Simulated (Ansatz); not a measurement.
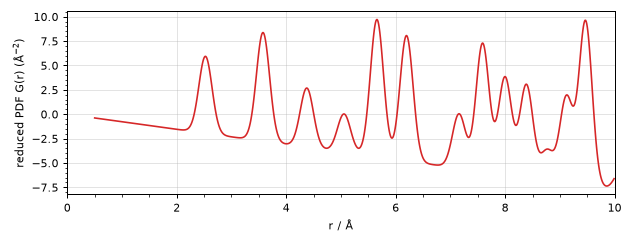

Computed neutron G(r), with each pair weighted by the product of the tabulated coherent neutron scattering lengths (natural isotope mix where the element has one) and a uniform peak width σ = 0.12 Å. There is no Q-range truncation.

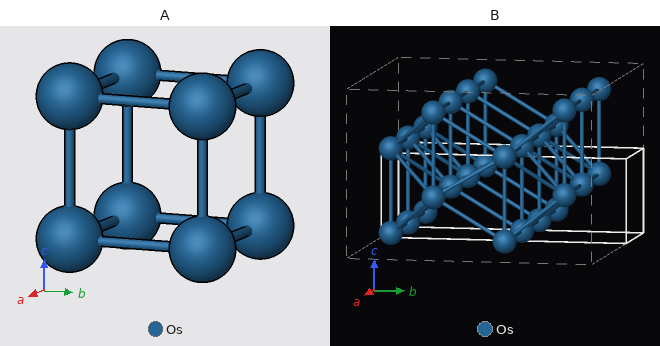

Candidate polymorphs:

A. Os, a = 2.531 Å, b = 2.531 Å, c = 2.531 Å, α = 90.00°, β = 90.00°, γ = 90.00°, Pm-3m

B. Os, a = 2.799 Å, b = 8.080 Å, c = 2.758 Å, α = 90.00°, β = 90.00°, γ = 90.00°, Cmcm

Origins: A, the end point of a relaxation with DFT, PBEsol, plane waves (420 eV) with PAW, scalar-relativistic in Ansatz 0.2.0; the starting structure was generated, so it need not be a known form of this composition; B, the end point of a relaxation with DFT, RPBE, plane waves (420 eV) with PAW, scalar-relativistic in Ansatz 0.2.0; the starting structure was generated, so it need not be a known form of this composition.

Question: Which candidate gives this PDF?

Answer: Candidate A, Os, Pm-3m (first clear peaks at 2.52 Å (Os–Os) and 3.58 Å (Os–Os)). B would give first clear peaks at 2.69 Å (Os–Os) and 3.92 Å (Os–Os).
